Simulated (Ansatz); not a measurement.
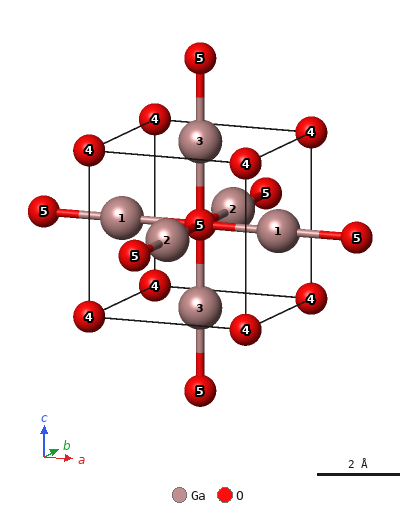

Starting structure of a crystal of Ga$_{3}$O$_{2}$ (a generated structure, set up in Pm-3m) (coarse preliminary run). Style: ball-and-stick. Shown: the cell of the calculation, slightly off an axis.

Computed with Ansatz, DFT PBE, scalar-relativistic, plane waves, PAW.

The input:
```yaml
crystal:
  lattice:
    - [4.14519823, 0.0, 0.0]
    - [0.0, 4.14519823, 0.0]
    - [0.0, 0.0, 4.14519823]
  atoms:
    - { symbol: Ga, position: [0.0, 0.5, 0.5] }
    - { symbol: Ga, position: [0.5, 0.0, 0.5] }
    - { symbol: Ga, position: [0.5, 0.5, 0.0] }
    - { symbol: O, position: [0.0, 0.0, 0.0] }
    - { symbol: O, position: [0.5, 0.5, 0.5] }
basis:
  ecutwfc: 420
kpoints:
  mp_grid: { grid: [4, 4, 4] }
hamiltonian:
  xc: pbe
scf:
  occupations: { method: gaussian, width: 0.1 }
  lower_state_search: "off"
output:
  forces: true
  stress: true
  eigenvalues: true
relax:
  adjacent_minimum: "off"
  f_tol: 0.04
  max_steps: 70
  cell: { stress_tol: 0.4 }
```

Run as
```bash
ansatz run input.yaml --threads 1 --pin off --max-ram 2560MiB --backend cpu --events-out ev --progress --plain --runs-dir out
```

> Where does the relaxation end?

After 3 accepted moves (5 points after the start) the energy has fallen by 129 meV per atom. All forces vanish by symmetry, so only the cell relaxes. The pressure goes from 15.21 to 0.33 GPa. At 2 points the geometry stayed and the basis and grid were re-selected for the new cell (energy shift of 14.1 meV per atom at most each time). The atoms keep their places relative to the cell (all moves are under 0.005 Å). The drawn cell changes as follows: a = b = c 4.145 → 4.415 Å (+6.5 %); the volume changes by +20.8 %. Near-neighbour distances that change, for instance: Ga1–O5 2.073 → 2.207 Å. The space group stays Pm-3m (No. 221).

History of the run:

```json
{"step": "0", "E − E(0), meV/atom": "0.00", "pressure, GPa": "15.21", "volume, Å³/atom": "14.245", "note": ""}
{"step": "1", "E − E(0), meV/atom": "-100.53", "pressure, GPa": "4.78", "volume, Å³/atom": "15.961", "note": ""}
{"step": "2", "E − E(0), meV/atom": "-112.82", "pressure, GPa": "0.30", "volume, Å³/atom": "16.892", "note": ""}
{"step": "3", "E − E(0), meV/atom": "-126.91", "pressure, GPa": "1.43", "volume, Å³/atom": "16.892", "note": "same geometry, new basis"}
{"step": "4", "E − E(0), meV/atom": "-127.95", "pressure, GPa": "0.32", "volume, Å³/atom": "17.209", "note": ""}
{"step": "5", "E − E(0), meV/atom": "-128.65", "pressure, GPa": "0.33", "volume, Å³/atom": "17.209", "note": "same geometry, new basis"}
```

The structure at the end:

```
Ga O
1.0
     4.41474    0.00000    0.00000
     0.00000    4.41474    0.00000
     0.00000    0.00000    4.41474
Ga O
3 2
Direct
  0.00000 0.50000 0.50000
  0.50000 0.00000 0.50000
  0.50000 0.50000 0.00000
  0.00000 0.00000 0.00000
  0.50000 0.50000 0.50000
```

The end point in the same view:

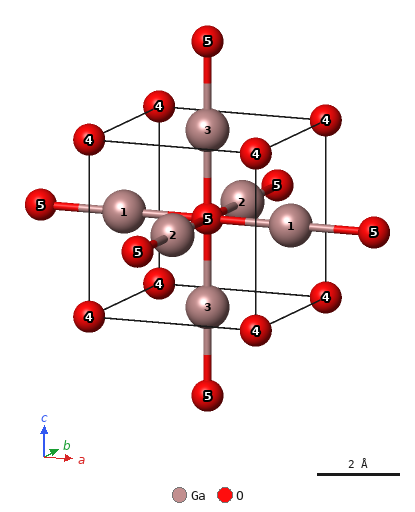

Limits of the set-up: the k-point mesh is coarse for a cell with partly filled bands.
